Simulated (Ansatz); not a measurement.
System: PbS, space group R3m (No. 160).

Structure:
```yaml
crystal:
  lattice:
    - [2.11266, 1.21975, 3.45192]
    - [-2.11266, 1.21975, 3.45192]
    - [0.00000, -2.43949, 3.45192]
  atoms:
    - { symbol: Pb, position: [0.98057, 0.98057, 0.98057] }
    - { symbol: S, position: [0.47504, 0.47504, 0.47504] }
```

Method: all-electron LAPW DFT, no spin polarisation; energies at scaled volumes of the given cell, shape and fractions fixed, counted from the fit's minimum, third-order Birch-Murnaghan fit (Ansatz 0.2.0). Level: PBEsol.

k mesh 8×8×8; occupations Fermi–Dirac; smearing width 0.05 eV; potentials all electron LAPW, scalar relativistic; program settings basis error eV/atom 0.001.

Predict the energy against volume. The volume takes the values 25.08, 25.62, 26.15, 26.69, 27.22, 27.75, 28.29 Å³/atom.

A third-order Birch–Murnaghan fit gives V0 = 25.72 Å³/atom, B0 = 59.3 GPa and B′ = 4.2. The energy is 3.04 meV/atom at volume 25.08 Å³/atom and 40.19 meV/atom at 28.29 Å³/atom; the lowest computed point is at volume 25.62 Å³/atom (0.08 meV/atom), in a single well.

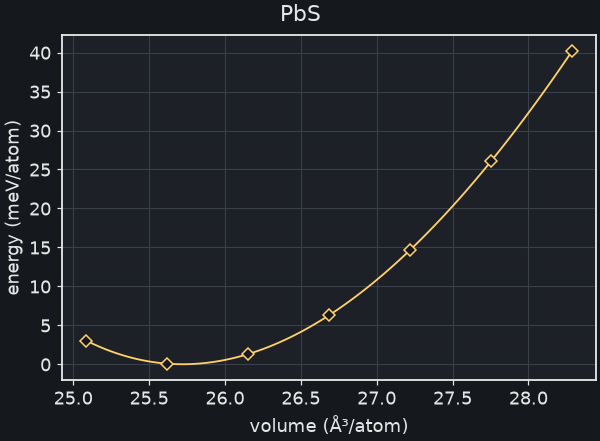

Note: spin-orbit coupling left out, heavy elements; shape and atomic fractions are frozen while scaling, which makes layered, chain and framework solids too stiff.
